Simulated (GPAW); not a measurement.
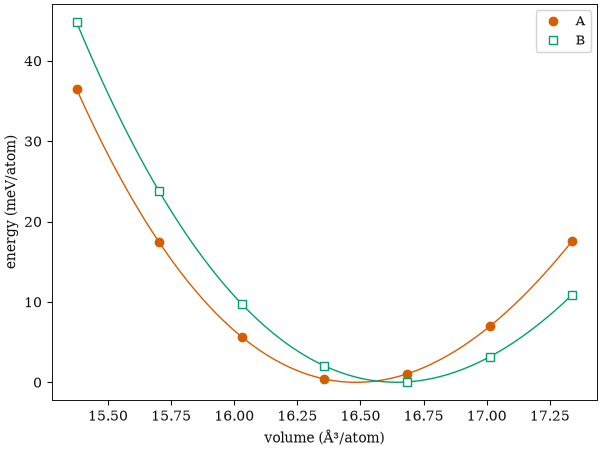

The figure compares two calculations of the energy against volume, each curve from its own zero. The first is for La₂O₃, space group P-3m1 (No. 164).

The cell holds 5 atoms.

Calculation (GPAW 26.7.0): PAW DFT in plane waves, on a grid or in atomic orbitals, no spin polarisation; energies at scaled volumes of the given cell, shape and fractions fixed, counted from the fit's minimum, third-order Birch-Murnaghan fit. Level: r2SCAN.

```tsv
setting	value
k mesh	5×5×3
occupations	Fermi–Dirac
smearing width	0.05 eV
potentials	GPAW PAW data sets (gpaw data 1.2.1)
wave cutoff	800 eV
program settings	basis pw
```

In the second, the level changes from r2SCAN to PBE.

Q: Which of A and B is the second calculation, and what did the change do?

A: B. The equilibrium volume rises from 16.48 to 16.64 Å³/atom (+1.0 %) and the bulk modulus falls from 139 to 129 GPa (−7.2 %).

For r2SCAN, limits of the calculation: compensation charges of f shells cut short; shape and atomic fractions are frozen while scaling, which makes layered, chain and framework solids too stiff.

For PBE, limits of the calculation: compensation charges of f shells cut short; shape and atomic fractions are frozen while scaling, which makes layered, chain and framework solids too stiff.

V0 and the bulk modulus come from third-order Birch–Murnaghan fits.
